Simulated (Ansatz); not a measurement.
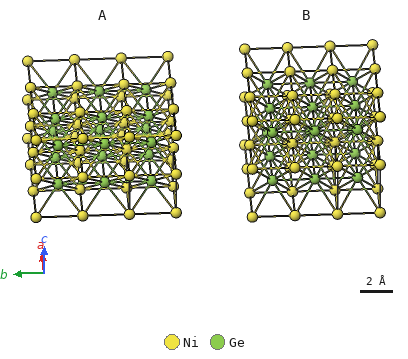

Two geometries of solid NiGe (built on the CuAu (L1_0) type), drawn at one scale. One is the start of a relaxation, the other its converged end. A ball-and-stick model of the cell of the calculation, repeated 3 × 3 × 2 with one cell outlined, seen from a free direction.

Computed with DFT PBEsol, scalar-relativistic, plane waves, PAW in Ansatz 0.2.0. Set-up: plane-wave cutoff 420 eV; k-point mesh 16 × 16 × 12; occupations gaussian; smearing width 0.1 eV; no spin polarisation; cell and atoms relaxed; force threshold 0.01 eV/Å; at most 80 steps.

Q: Which one is relaxed?

A: Structure A is the relaxed one. Over 9 accepted moves (11 points after the start) the energy falls by 0.165 eV per cell of the calculation. All forces vanish by symmetry, so only the cell relaxes. Pressure: −4.60 GPa at the start and 0.00 GPa at the end. At 2 points the geometry stayed and the basis and grid were re-selected for the new cell (energy shift of 3.9 meV per cell of the calculation at most each time). The atoms keep their places relative to the cell (all moves are under 0.005 Å). The drawn cell changes as follows: a = b 2.672 → 2.929 Å (+9.6 %), c 3.634 → 2.927 Å (−19.5 %); the volume changes by −3.2 %. Among the contacts that change: Ni–Ni 2.672 → 2.929 Å, Ge–Ge 2.672 → 2.929 Å, Ge–Ni 2.621 → 2.536 Å. The space group (tolerance 0.01 Å) goes from P4/mmm (No. 123) to Pm-3m (No. 221).
